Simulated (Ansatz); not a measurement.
**ZnO (slab): density, localisation and related maps**

The calculation's input:

```
crystal:
  lattice:
    - [3.2793907131, 0.0, 0.0]
    - [0.0, 5.2932332491, 0.0]
    - [0.0, 0.0, 24.4667855551]
  atoms:
    - { symbol: Zn, position: [0.0, 0.9993955842, 0.30653802] }
    - { symbol: O, position: [0.0, 0.6202944158, 0.30653802] }
    - { symbol: Zn, position: [0.5, 0.4993955842, 0.345230416] }
    - { symbol: O, position: [0.5, 0.1202944158, 0.345230416] }
    - { symbol: Zn, position: [0.5, 0.9993955842, 0.422615208] }
    - { symbol: O, position: [0.5, 0.6202944158, 0.422615208] }
    - { symbol: Zn, position: [0.0, 0.4993955842, 0.461307604] }
    - { symbol: O, position: [0.0, 0.1202944158, 0.461307604] }
    - { symbol: Zn, position: [0.0, 0.9993955842, 0.538692396] }
    - { symbol: O, position: [0.0, 0.6202944158, 0.538692396] }
    - { symbol: Zn, position: [0.5, 0.4993955842, 0.577384792] }
    - { symbol: O, position: [0.5, 0.1202944158, 0.577384792] }
    - { symbol: Zn, position: [0.5, 0.9993955842, 0.654769584] }
    - { symbol: O, position: [0.5, 0.6202944158, 0.654769584] }
    - { symbol: Zn, position: [0.0, 0.4993955842, 0.69346198] }
    - { symbol: O, position: [0.0, 0.1202944158, 0.69346198] }
basis:
  ecutwfc: 420
kpoints:
  mp_grid: { grid: [8, 5, 1] }
hamiltonian:
  xc: pbe
scf:
  occupations: { method: gaussian, width: 0.05 }
output:
  forces: true
  stress: true
  eigenvalues: true
  write_density: true
  write_potential: true
  elf: true
  volumetric_format: npy
efield:
  axis: 3
  dipole_correction: true
  ramp_width: 0.04
```

Run with:

```sh
ansatz run input.yaml --threads 4 --pin off --max-ram 8192MiB --backend cpu --events-out ev --progress --plain --runs-dir out
```

Not relaxed (largest force 1.8 eV/Å).

All numbers below come from DFT PBE, scalar-relativistic, plane waves, PAW (Ansatz).

Core electrons are frozen (PAW), and the valence fields are smoothed inside the atomic spheres.

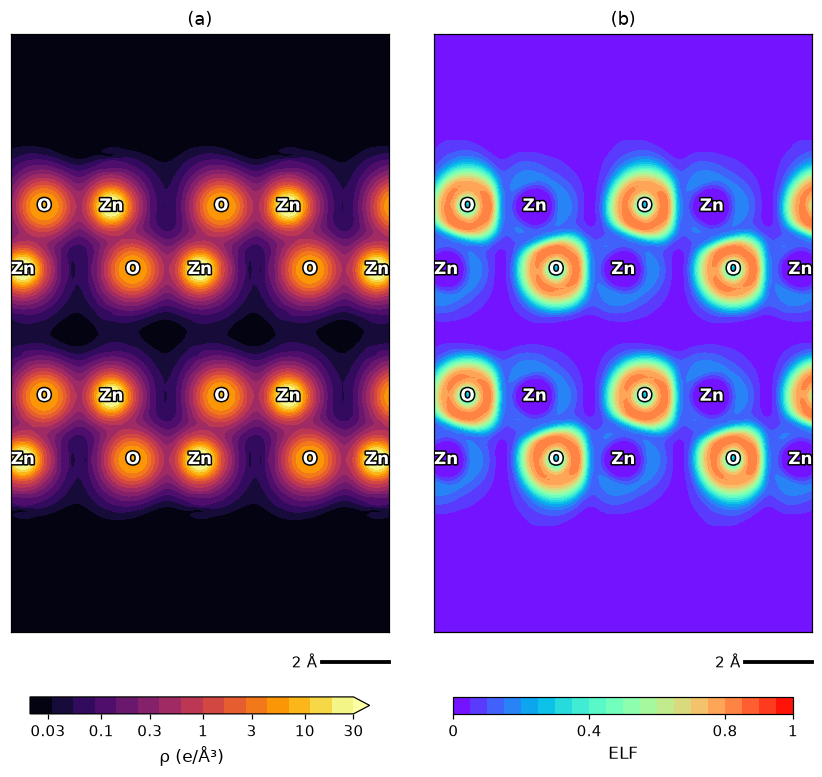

Figure 1. (a) valence electron density; (b) ELF on the (100) plane of the calculation cell, a cut from vacuum to vacuum.

Interpret the plot.

Atoms in the plane: Zn and O.
Zn–O (2.00 Å): the density is about 0.57 e/Å³ at the midpoint; the ELF peaks at about 0.85 in the valence shell of O, 0.6 Å from its nucleus, and is about 0.25 at the midpoint: no shared electron pair shows on this line.
The density dies away to nearly zero in the vacuum.

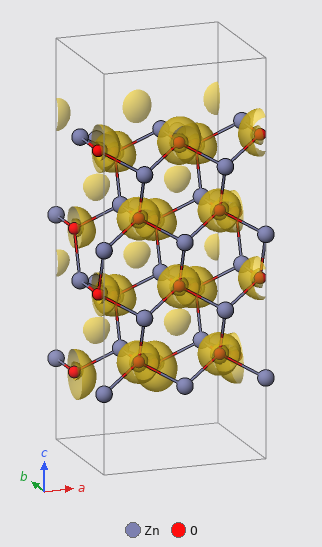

Figure 2. Isosurface of the electron localisation function at 0.7 (yellow), seen slightly off an axis. Core shells and regions of very low density are left out. Sticks mark near contacts.

What do the ELF domains correspond to?

The ELF exceeds this value in eight regions wrapped around O (the valence shell of each), counted in one cell of 16 atoms. Counts are for one cell; the picture repeats the cell along the surface.

Metal or insulator at this level of theory?

It is gapped, with a Kohn–Sham gap of 0.47 eV on the k-point mesh (the band edges may lie off the mesh, which would make the gap smaller).
